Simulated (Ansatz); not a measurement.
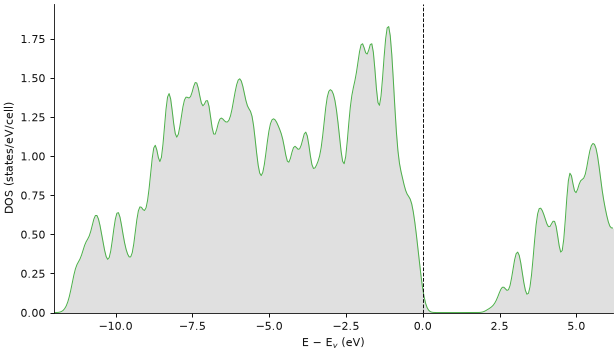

Density of states. Energies are counted from the top of the valence band. The curve is built from the levels of the k mesh with Gaussians 0.3 eV wide, which also blur the band edges.

The material is SiO$_{2}$, space group R-3m, 3 atoms in the cell, fluorite type, epitaxial (111) strain +1.0%.

Method: DFT, PBE, plane waves, PAW, no spin polarisation, 10×10×10 k mesh, Fermi-Dirac smearing of 0.02 eV (Ansatz 0.2.0).

Is there a gap at the Fermi level, and how wide?

There is a gap; over the k points computed it is 2.18 eV (direct among those points).

The cell is at 16 GPa in this functional.
